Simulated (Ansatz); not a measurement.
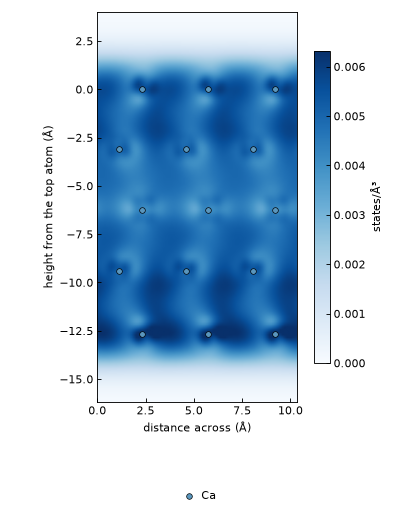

Density of all states between −0.50 and −0.25 eV (zero: the Fermi level) of Ca(001) (P6_3/mmc bulk, 5 atomic planes (those closer than 0.6 Å count as one), 13 Å): side view, averaged along the second cell vector.

The picture shows the smooth PAW orbitals' density alone; the shares below count all of it.

All numbers here come from DFT PBE, scalar-relativistic, plane waves, PAW in Ansatz 0.2.0. Cutoff 420 eV, 21 × 21 k-points, Gaussian smearing 0.1 eV, dipole correction. The slab is a cut without reconstruction beyond its cell, at the source's lattice constants, with its lower half held fixed and the rest relaxed. This isn't the element's usual fcc form. No spin polarisation. The run couldn't confirm all of its levels under its output density. The run warns that the functional's potential is rough in the thin density of the vacuum, where the tip is; weak contrasts and barriers may feel it.

Q: Where in the slab do these states sit?

A: The window holds 1.1 states per cell. Shares by plane (space cut midway between planes), top to bottom: Ca 19 %, Ca 20 %, Ca 18 %, Ca 22 %, Ca 21 %; the outer planes' shares include the vacuum, and density in a gap between layers is shared out between the planes on either side. The states spread through the slab.
